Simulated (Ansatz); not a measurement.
GeSe, space group Pnma (No. 62), a = 11.003 Å, b = 3.883 Å, c = 4.417 Å, α = 90.00°, β = 90.00°, γ = 90.00°

| site | Wyckoff | x | y | z |
| --- | --- | --- | --- | --- |
| Ge | 4c | 0.1245 | 0.7500 | 0.8882 |
| Se | 4c | 0.8547 | 0.7500 | 0.5007 |

Source: the geometry relaxed with Ansatz, DFT, PBE-D3(BJ), plane waves, PAW.

> Describe the coordination of Ge.

GeSe3: a slightly distorted trigonal pyramid (coordination number 3, S = 0.16; next best trigonal plane, S = 9.4). Bonds: 1 × Ge–Se 2.58 Å and 2 × Ge–Se 2.60 Å. The next neighbour, not counted, lies at 3.33 Å.

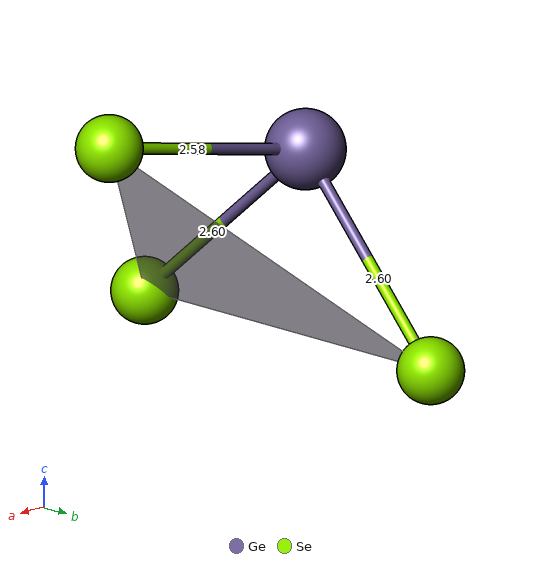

The polyhedron about Ge. Continuous shape measures are computed against ideal polyhedra (0 is ideal; above about 3 the distortion is strong).
